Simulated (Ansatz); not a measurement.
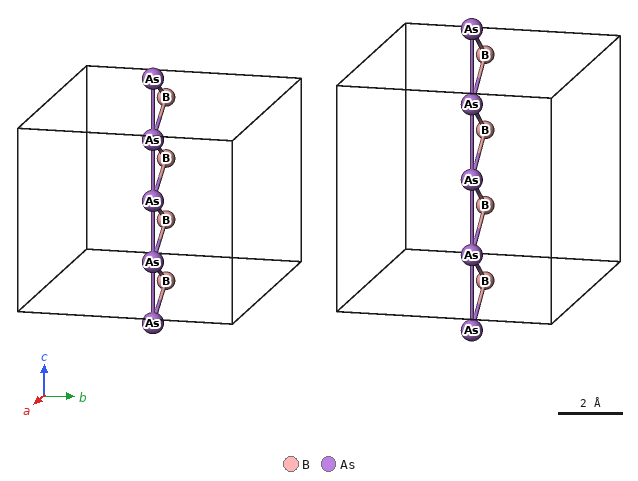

Two geometries of a wire of composition BAs, drawn at one scale. One is the start of a relaxation, the other its converged end. A ball-and-stick model of the 3 repeat of the cell, with the vacuum cut short, seen slightly off an axis.

Computed with DFT PBE, scalar-relativistic, plane waves, PAW (Ansatz 0.2.0). Settings: plane-wave cutoff 420 eV; k-point mesh 1 × 1 × 32; occupations gaussian; smearing width 0.05 eV; collinear spin; cell relaxed at fixed a, b, alpha, beta, gamma; force threshold 0.01 eV/Å; at most 45 steps.

Which of the two is the end point?

Answer. The right one is the relaxed one. Case: strip chain of atoms. The energy falls by 1.629 eV per cell of the calculation in 11 accepted moves (14 points after the start). Largest force component: 3.7 eV/Å at the start, 0.00024 eV/Å at the end. The line search rejected the trial step at point 8 of the run. The SCF was repeated twice at an unchanged geometry on a basis and grid sized afresh for the cell, which shifted the energy by 25.0 meV per cell of the calculation at most. The largest moves relative to the layer's centre, 0.018 Å, are those of B and As atoms. By element the largest moves are B 0.018 Å, As 0.018 Å. Along the periodic axis the drawn cell goes c 5.959 → 7.344 Å (+23.2 %). Among the contacts that change: B–B 1.986 → 2.448 Å, As–As 1.986 → 2.448 Å, As–B 1.957 → 2.113 Å. Bond angles that change, for instance: As–B–As 61.0° → 70.8°, B–As–B 61.0° → 70.8°, B–As–As 120.5° → 125.4°. The program noted that the starting moments weren't kept. The run may lie on a higher electronic state than the lowest, so the end point isn't shown to be the ground-state structure. The run took 110 s on 2 threads of Arm Neoverse V2 (shared host), peak memory 0.49 GiB.

Limits of the set-up: the k-point mesh is coarse for a cell with partly filled bands.
